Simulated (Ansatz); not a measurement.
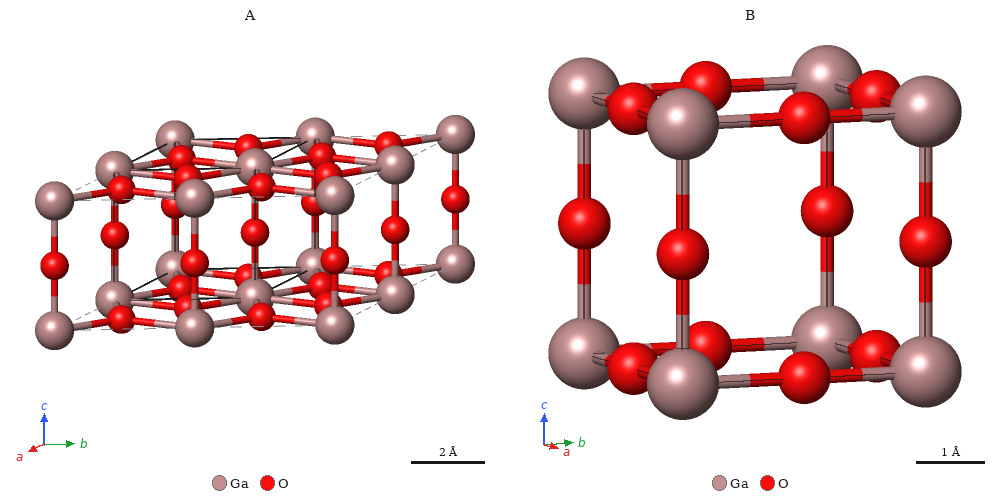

Two structures of GaO3, each relaxed to rest (conventional cells in solid outline, small ones repeated, not to one scale). Method: DFT PBE, scalar-relativistic, plane waves, PAW (Ansatz 0.2.0), with collinear spins.

Name structures A and B.

A: 4 atoms a cell on a primitive hexagonal lattice, P6/mmm. B: ReO₃ type, Pm-3m.

Compare their energies: which is lower?

B is lower, by 150 meV/atom at this level of theory (energies at zero smearing). Volumes: A 11.8, B 14.8 Å³/atom.

One or both may be structure types tried for this composition rather than known phases.
